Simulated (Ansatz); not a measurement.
Geometry relaxation, with input and output: MgS (part 2 of 2)

Continued. System: MgS (slab, 10 atoms in the cell). Method: DFT LDA, scalar-relativistic, plane waves, PAW, no spin polarisation (Ansatz 0.2.0); cutoff 420 eV, 7×7×1 k-mesh, Gaussian smearing of 0.05 eV. The structure derives from an entry of the Crystallography Open Database. The input holds or restrains some coordinates. Forces given for the steps count only the free coordinates. It belongs to a series of runs on one base structure; here: clean surface, atoms relaxed.

Geometry of the input (Å; fractional positions):
```
3.6793  0.0000  0.0000
0.0000  3.6793  0.0000
0.0000  0.0000  30.4066
Mg 0.5000  0.5000  0.3289
S  0.0000  0.0000  0.3289
Mg 0.0000  0.0000  0.4144
S  0.5000  0.5000  0.4144
Mg 0.5000  0.5000  0.5000
S  0.0000  0.0000  0.5000
Mg 0.0000  0.0000  0.5856
S  0.5000  0.5000  0.5856
Mg 0.5000  0.5000  0.6711
S  0.0000  0.0000  0.6711
```

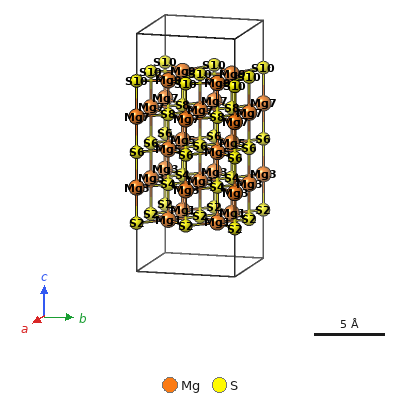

The geometry at step 2 of the log (ball-and-stick view of the 2 × 2 repeat of the cell, with the vacuum cut short, seen slightly off an axis; atoms are numbered from 1 in the order of the input).

**The program's output, continued**
```
SCF iter   1: F=—  HF=-13869.779984 eV  |F-HF|=—  |Δ(HF+E_count)|=         —  Δρ=1.92e-3  dr2=3.65e-2  ethr=2.48e-4  p=-0.051 e·Å  D=-2.24e-2 V/Å  ΔV_dip=0.68 eV  dr2_dipole=1.90e-3  V_vac-E_F(+/−)=4.40/3.72 eV  ⟨swp⟩=5.0  Hψ=1472  notcnv=0  defer=35
efield: sawtooth ramp at fractional position 0.9800 (handed on by an earlier solve), width 0.0400; the density the first Hamiltonian is built on has a dipole p = -0.051 e·Å; the dipole correction subtracts the counter field D = -2.24e-2 V/Å, which shifts the + side's vacuum level by +0.68 eV against the − side's; the planar-averaged density in the ramp window peaks in size at 1.1e-6 e/Å³
preconditioner: auto → Resta (q_TF=auto, 2.076 Å⁻¹)  ε∞=2.4  [insulator: Δε(μ)=2.608 eV  Ē_g=9.637 eV  σ=0.050 eV  W_gap=1.00  n_scr=64 (ndim 8)  ℏωp=11.6 eV  f_vac=0.542  D(μ)=0.00/eV (n_scr^D=0)  ε∞_Penn≈2.4  vacuum switching on, ρ_ref=6.7e-3 e/Å³]
SCF iter   2: F=—  HF=-13869.773591 eV  |F-HF|=—  |Δ(HF+E_count)|=   6.39e-3  Δρ=7.90e-4  dr2=3.44e-3  ethr=4.56e-5  p=-0.032 e·Å  D=-1.40e-2 V/Å  ΔV_dip=0.42 eV  dr2_dipole=4.20e-4  V_vac-E_F(+/−)=4.15/3.73 eV  ⟨swp⟩=2.6  Hψ=772  notcnv=0  defer=36
SCF iter   3: F=—  HF=-13869.773313 eV  |F-HF|=—  |Δ(HF+E_count)|=   2.78e-4  Δρ=4.75e-4  dr2=1.02e-3  ethr=4.30e-6  p=-0.042 e·Å  D=-1.84e-2 V/Å  ΔV_dip=0.56 eV  dr2_dipole=8.43e-6  V_vac-E_F(+/−)=4.27/3.71 eV  ⟨swp⟩=2.1  Hψ=656  notcnv=0  defer=36
SCF iter   4: F=—  HF=-13869.773227 eV  |F-HF|=—  |Δ(HF+E_count)|=   8.60e-5  Δρ=1.10e-4  dr2=1.53e-4  ethr=1.28e-6  p=-0.042 e·Å  D=-1.84e-2 V/Å  ΔV_dip=0.56 eV  dr2_dipole=4.84e-5  V_vac-E_F(+/−)=4.28/3.72 eV  ⟨swp⟩=2.0  Hψ=685  notcnv=0  defer=35
SCF iter   5: F=—  HF=-13869.773215 eV  |F-HF|=—  |Δ(HF+E_count)|=   1.24e-5  Δρ=3.08e-5  dr2=1.20e-5  ethr=1.91e-7  p=-0.045 e·Å  D=-1.98e-2 V/Å  ΔV_dip=0.60 eV  dr2_dipole=9.71e-7  V_vac-E_F(+/−)=4.31/3.71 eV  ⟨swp⟩=2.1  Hψ=622  notcnv=0  defer=35
iter 6 did not close the SCF: its close was put off until two iterations running show no level that it waits for move by more than its bar (scf_convergence_deferred on its scf_iter line)
SCF iter   6: F=-13869.773215 eV  HF=-13869.773215 eV  |F-HF|=3.53e-7  |Δ(HF+E_count)|=   3.02e-7  Δρ=1.39e-5  dr2=1.59e-6  ethr=3.02e-9  p=-0.045 e·Å  D=-1.97e-2 V/Å  ΔV_dip=0.60 eV  dr2_dipole=1.85e-7  V_vac-E_F(+/−)=4.31/3.71 eV  ⟨swp⟩=15.4  Hψ=2443  notcnv=0
SCF iter   7: F=-13869.773215 eV  HF=-13869.773215 eV  |F-HF|=1.11e-8  |Δ(HF+E_count)|=   3.32e-7  Δρ=3.68e-6  dr2=1.44e-7  ethr=1.99e-9  p=-0.045 e·Å  D=-1.98e-2 V/Å  ΔV_dip=0.60 eV  dr2_dipole=1.17e-9  V_vac-E_F(+/−)=4.32/3.71 eV  ⟨swp⟩=5.2  Hψ=1733  notcnv=0
SCF 3 converged in 7 iterations: F = -13869.773215 eV  dr2 = 1.44e-7
relax step   3: F+E_penalty+E_count = -13869.77321545 eV  Δ(F+E_penalty+E_count) = -1.052e-2 eV  max|allowed force component| = 5.192e-2 eV/Å  Δτ_max = 0.1078 Å  (7 SCF iters, dr2 threshold 2.42e-6 eV, accepted)
SCF iter   1: F=—  HF=-13869.773732 eV  |F-HF|=—  |Δ(HF+E_count)|=         —  Δρ=1.51e-4  dr2=2.79e-4  ethr=1.51e-6  p=-0.045 e·Å  D=-1.98e-2 V/Å  ΔV_dip=0.60 eV  dr2_dipole=5.94e-9  V_vac-E_F(+/−)=4.32/3.71 eV  ⟨swp⟩=2.1  Hψ=925  notcnv=0  defer=35
efield: sawtooth ramp at fractional position 0.9800 (handed on by an earlier solve), width 0.0400; the density the first Hamiltonian is built on has a dipole p = -0.045 e·Å; the dipole correction subtracts the counter field D = -1.98e-2 V/Å, which shifts the + side's vacuum level by +0.60 eV against the − side's; the planar-averaged density in the ramp window peaks in size at 1.0e-6 e/Å³
preconditioner: auto → Resta (q_TF=auto, 2.076 Å⁻¹)  ε∞=2.4  [insulator: Δε(μ)=2.599 eV  Ē_g=9.617 eV  σ=0.050 eV  W_gap=1.00  n_scr=64 (ndim 8)  ℏωp=11.6 eV  f_vac=0.540  D(μ)=0.00/eV (n_scr^D=0)  ε∞_Penn≈2.4  vacuum switching on, ρ_ref=6.7e-3 e/Å³]
SCF iter   2: F=—  HF=-13869.773662 eV  |F-HF|=—  |Δ(HF+E_count)|=   7.09e-5  Δρ=5.09e-5  dr2=1.34e-5  ethr=3.48e-7  p=-0.045 e·Å  D=-1.98e-2 V/Å  ΔV_dip=0.60 eV  dr2_dipole=4.80e-7  V_vac-E_F(+/−)=4.31/3.71 eV  ⟨swp⟩=2.0  Hψ=719  notcnv=0  defer=35
SCF iter   3: F=—  HF=-13869.773531 eV  |F-HF|=—  |Δ(HF+E_count)|=   1.31e-4  Δρ=2.71e-5  dr2=3.12e-6  ethr=1.68e-8  p=-0.045 e·Å  D=-1.99e-2 V/Å  ΔV_dip=0.61 eV  dr2_dipole=1.61e-8  V_vac-E_F(+/−)=4.32/3.71 eV  ⟨swp⟩=2.1  Hψ=626  notcnv=0  defer=35
SCF iter   4: F=—  HF=-13869.773530 eV  |F-HF|=—  |Δ(HF+E_count)|=   4.47e-7  Δρ=7.20e-6  dr2=5.27e-7  ethr=3.89e-9  p=-0.045 e·Å  D=-1.99e-2 V/Å  ΔV_dip=0.60 eV  dr2_dipole=5.44e-8  V_vac-E_F(+/−)=4.32/3.71 eV  ⟨swp⟩=2.0  Hψ=652  notcnv=0  defer=35
SCF iter   5: F=-13869.773530 eV  HF=-13869.773530 eV  |F-HF|=1.85e-8  |Δ(HF+E_count)|=   6.93e-8  Δρ=1.72e-6  dr2=2.26e-8  ethr=1.25e-10  p=-0.045 e·Å  D=-1.99e-2 V/Å  ΔV_dip=0.61 eV  dr2_dipole=6.59e-9  V_vac-E_F(+/−)=4.32/3.71 eV  ⟨swp⟩=11.9  Hψ=2223  notcnv=0
SCF 4 converged in 5 iterations: F = -13869.773530 eV  dr2 = 2.26e-8
relax step   4: F+E_penalty+E_count = -13869.77353033 eV  Δ(F+E_penalty+E_count) = -3.149e-4 eV  max|allowed force component| = 5.726e-3 eV/Å  Δτ_max = 0.0058 Å  (5 SCF iters, accepted)
SCF converged after 5 iterations
Free energy (F): -13869.773530 eV
Harris-Foulkes:  -13869.773530 eV  (|F-HF|=1.85e-8)
Internal energy: -13869.773530 eV  (E = F + TS)
E sigma→0 (E₀):  -13869.773530 eV
Fermi energy:    0.900539 eV
Dipole field:    D = -0.019857 V/Å  (p = -0.045171 e·Å, saw-weighted, corrected)
Work function:   Φ+ = 4.3161 eV   Φ− = 3.7123 eV
Levels:          The Fermi level and band energies are counted from a zero that moves with the ramp; work functions are not
--- Per-component energies (eV) ---
  E_band       = -2190.143788
  E_kinetic    = 925.782762
  E_local      = -82893.331461  (includes V_loc(G=0)·N_el)
  E_nonlocal   = 626.328769
  E_hartree    = 39979.426372
  E_xc         = -631.201593
  E_vxc        = -633.597358  (∫ρ·V_xc dr)
  E_paw        = -4202.017093  (= ΣΔE_a)
  E_vpaw       = -174.059408  (= ΣTr[D̂ρ^β])
  E_aug_tail   = 0.000010  (compensation charges beyond the density's cutoff)
  E_efield     = 0.000448  (sawtooth field / dipole correction)
  E_vefield    = -0.113198  (∫n·V_field dr)
  E_ewald      = 32323.719872
  E_core_change = 1.518384  (= ΣΔE_core)
  E_smearing   = -0.000000  (= −TS)
  E_closure    = -0.000000  (closes the sum)
  Σ components = -13869.773530   (vs F -13869.773530, Δ=0.00e0)
--- Forces (eV/Å), atoms counted from 1 ---
  atom   1  Mg     0.00000000     0.00000000     0.71648654
  atom   2  S     -0.00000000    -0.00000000    -0.35088481
  atom   3  Mg    -0.00000000     0.00000000    -0.12117371
  atom   4  S     -0.00000000     0.00000000    -0.24036078
  atom   5  Mg     0.00000000    -0.00000000     0.00072187
  atom   6  S     -0.00000000    -0.00000000    -0.00240550
  atom   7  Mg    -0.00000000     0.00000000    -0.00572575
  atom   8  S      0.00000000     0.00000000     0.00255012
  atom   9  Mg    -0.00000000     0.00000000    -0.00096957
  atom  10  S      0.00000000     0.00000000     0.00309678
  max |Σ_I F_I| component: 1.34e-3 eV/Å
--- Band table (eV; the first three rows and the last of 10) ---
  k-point 0: bands = ["-74.9158", "-74.6031", "-74.2242", "-74.2195", "-74.2157", "-42.3808", "-42.3189", "-42.3189", "-42.0633", "-42.0104", "-42.0104", "-41.6582", "-41.6582", "-41.6503", "-41.6503", "-41.6462", "-41.6433", "-41.6433", "-41.6408", "-41.6392", "-12.9303", "-12.5962", "-12.0843", "-11.6635", "-11.3343", "-4.3402", "-3.6464", "-2.6190", "-1.9805", "-1.9805", "-1.6994", "-1.6814", "-1.6814", "-1.2119", "-1.2119", "-0.8410", "-0.7874", "-0.7874", "-0.3972", "-0.3972", "2.3518", "2.6564", "2.8803", "3.6405", "4.0141", "4.4274", "4.4574", "4.4847", "4.9789", "5.0680"]
  k-point 1: bands = ["-74.9158", "-74.6030", "-74.2241", "-74.2194", "-74.2157", "-42.3808", "-42.3195", "-42.3188", "-42.0633", "-42.0111", "-42.0103", "-41.6589", "-41.6581", "-41.6510", "-41.6502", "-41.6459", "-41.6442", "-41.6433", "-41.6406", "-41.6393", "-12.7985", "-12.4786", "-11.9889", "-11.5990", "-11.3101", "-4.2570", "-3.7848", "-3.0931", "-2.7224", "-2.1930", "-2.1190", "-1.8731", "-1.5908", "-1.4603", "-1.4352", "-1.1470", "-0.8057", "-0.7574", "-0.5777", "-0.4127", "2.8423", "3.0974", "3.3655", "3.9875", "4.6396", "4.7185", "4.8512", "5.1556", "5.2533", "5.3185"]
  k-point 2: bands = ["-74.9158", "-74.6030", "-74.2241", "-74.2194", "-74.2156", "-42.3807", "-42.3210", "-42.3187", "-42.0632", "-42.0125", "-42.0102", "-41.6605", "-41.6580", "-41.6527", "-41.6500", "-41.6461", "-41.6451", "-41.6432", "-41.6405", "-41.6393", "-12.4369", "-12.1680", "-11.7584", "-11.4679", "-11.3036", "-4.4642", "-4.4165", "-3.8660", "-3.7527", "-3.0763", "-2.8879", "-2.1656", "-1.5757", "-1.3507", "-1.3046", "-0.9943", "-0.9755", "-0.8227", "-0.7099", "-0.5011", "3.3300", "3.7550", "3.9478", "4.5200", "4.8814", "4.9354", "5.3494", "5.7086", "6.1532", "6.3737"]
  k-point 9: bands = ["-74.9156", "-74.6029", "-74.2239", "-74.2192", "-74.2155", "-42.3804", "-42.3217", "-42.3217", "-42.0629", "-42.0132", "-42.0132", "-41.6612", "-41.6612", "-41.6533", "-41.6533", "-41.6462", "-41.6461", "-41.6446", "-41.6408", "-41.6393", "-11.4537", "-11.3327", "-11.2406", "-11.1698", "-10.9670", "-4.4135", "-4.3686", "-4.1146", "-4.0300", "-3.7468", "-3.4188", "-3.2462", "-2.7721", "-2.5768", "-2.3182", "-2.2135", "-2.1212", "-2.1206", "-1.5227", "-1.3719", "2.1989", "2.5466", "3.1230", "3.8161", "4.2194", "4.4160", "4.7561", "5.4678", "5.7653", "6.2292"]
--- Relaxed structure (4 steps of the walk, 4 accepted, 0 SCFs on fresh bases) ---
  F+E_penalty+E_count = -13869.77353033 eV   max|allowed force component| = 5.726e-3 eV/Å
  atoms:
    - { symbol: Mg, position: [0.49999999999999994, 0.49999999999999994, 0.328875968] }
    - { symbol: S, position: [0.0, 0.0, 0.328875968] }
    - { symbol: Mg, position: [0.0, 0.0, 0.41443798400000004] }
    - { symbol: S, position: [0.49999999999999994, 0.49999999999999994, 0.41443798400000004] }
    - { symbol: Mg, position: [0.49999999999999994, 0.49999999999999994, 0.4977216428811027] }
    - { symbol: S, position: [-2.3880330263051878e-18, 0.0, 0.49851273602816965] }
    - { symbol: Mg, position: [-3.29016097262251e-18, 0.0, 0.5835129078753628] }
    - { symbol: S, position: [0.49999999999999994, 0.49999999999999994, 0.5810541915377782] }
    - { symbol: Mg, position: [0.49999999999999994, 0.49999999999999994, 0.6620566347249359] }
    - { symbol: S, position: [-5.0963673853156725e-18, 0.0, 0.6679500207883048] }
```

**Trajectory as extended XYZ (Å, eV, eV/Å), 4 frames, from step=1 to step=4**
```
10
Lattice="3.6793 0.0000 0.0000 0.0000 3.6793 0.0000 0.0000 0.0000 30.4066" Properties=species:S:1:pos:R:3:forces:R:3 step=1 energy=-13869.69134
Mg    1.8396    1.8396   10.0000    0.0000   0.0000   0.7178
S     0.0000    0.0000   10.0000    0.0000   0.0000  -0.3500
Mg    0.0000    0.0000   12.6016    0.0000   0.0000  -0.0617
S     1.8396    1.8396   12.6016    0.0000   0.0000  -0.0331
Mg    1.8396    1.8396   15.2033    0.0000   0.0000   0.0001
S     0.0000    0.0000   15.2033    0.0000   0.0000  -0.0001
Mg    0.0000    0.0000   17.8050    0.0000   0.0000   0.0618
S     1.8396    1.8396   17.8050    0.0000   0.0000   0.0329
Mg    1.8396    1.8396   20.4066    0.0000   0.0000  -0.7178
S     0.0000    0.0000   20.4066    0.0000   0.0000   0.3499
10
Lattice="3.6793 0.0000 0.0000 0.0000 3.6793 0.0000 0.0000 0.0000 30.4066" Properties=species:S:1:pos:R:3:forces:R:3 step=2 energy=-13869.76270
Mg    1.8396    1.8396   10.0000    0.0000   0.0000   0.7166
S     0.0000    0.0000   10.0000    0.0000   0.0000  -0.3500
Mg    0.0000    0.0000   12.6016    0.0000   0.0000  -0.0520
S     1.8396    1.8396   12.6016    0.0000   0.0000  -0.1345
Mg    1.8396    1.8396   15.1651    0.0000   0.0000  -0.0290
S     0.0000    0.0000   15.1943    0.0000   0.0000  -0.0694
Mg    0.0000    0.0000   17.7976    0.0000   0.0000   0.0503
S     1.8396    1.8396   17.7139    0.0000   0.0000   0.1363
Mg    1.8396    1.8396   20.2132    0.0000   0.0000  -0.0687
S     0.0000    0.0000   20.4159    0.0000   0.0000  -0.1966
10
Lattice="3.6793 0.0000 0.0000 0.0000 3.6793 0.0000 0.0000 0.0000 30.4066" Properties=species:S:1:pos:R:3:forces:R:3 step=3 energy=-13869.77321
Mg    1.8396    1.8396   10.0000    0.0000   0.0000   0.7165
S     0.0000    0.0000   10.0000    0.0000   0.0000  -0.3509
Mg    0.0000    0.0000   12.6016    0.0000   0.0000  -0.1214
S     1.8396    1.8396   12.6016    0.0000   0.0000  -0.2325
Mg    1.8396    1.8396   15.1364    0.0000   0.0000  -0.0015
S     0.0000    0.0000   15.1587    0.0000   0.0000   0.0147
Mg    0.0000    0.0000   17.7482    0.0000   0.0000  -0.0297
S     1.8396    1.8396   17.6736    0.0000   0.0000  -0.0519
Mg    1.8396    1.8396   20.1278    0.0000   0.0000   0.0347
S     0.0000    0.0000   20.3081    0.0000   0.0000   0.0236
10
Lattice="3.6793 0.0000 0.0000 0.0000 3.6793 0.0000 0.0000 0.0000 30.4066" Properties=species:S:1:pos:R:3:forces:R:3 step=4 energy=-13869.77353
Mg    1.8396    1.8396   10.0000    0.0000   0.0000   0.7165
S     0.0000    0.0000   10.0000    0.0000   0.0000  -0.3509
Mg    0.0000    0.0000   12.6016    0.0000   0.0000  -0.1212
S     1.8396    1.8396   12.6016    0.0000   0.0000  -0.2404
Mg    1.8396    1.8396   15.1340    0.0000   0.0000   0.0007
S     0.0000    0.0000   15.1581    0.0000   0.0000  -0.0024
Mg    0.0000    0.0000   17.7426    0.0000   0.0000  -0.0057
S     1.8396    1.8396   17.6679    0.0000   0.0000   0.0026
Mg    1.8396    1.8396   20.1309    0.0000   0.0000  -0.0010
S     0.0000    0.0000   20.3101    0.0000   0.0000   0.0031
```

**Summary**

```csv
quantity,value
outcome,converged under the restraints of the input
electrons treated,80
free energy,−13869.7735 eV
"work function, top face",4.32 eV
"work function, bottom face",3.71 eV
Fermi energy,0.901 eV
gap on the k-point mesh,2.60 eV
final volume,411.62 Å³
work function (upper face),4.32 eV
"largest force (length of the vector) at the end, held atoms and coordinates included",0.716 eV/Å
hardware,"1 thread of Intel Xeon (Sapphire Rapids), 16 GiB of memory available, shared host"
wall time,50 s
peak memory,0.55 GiB
```
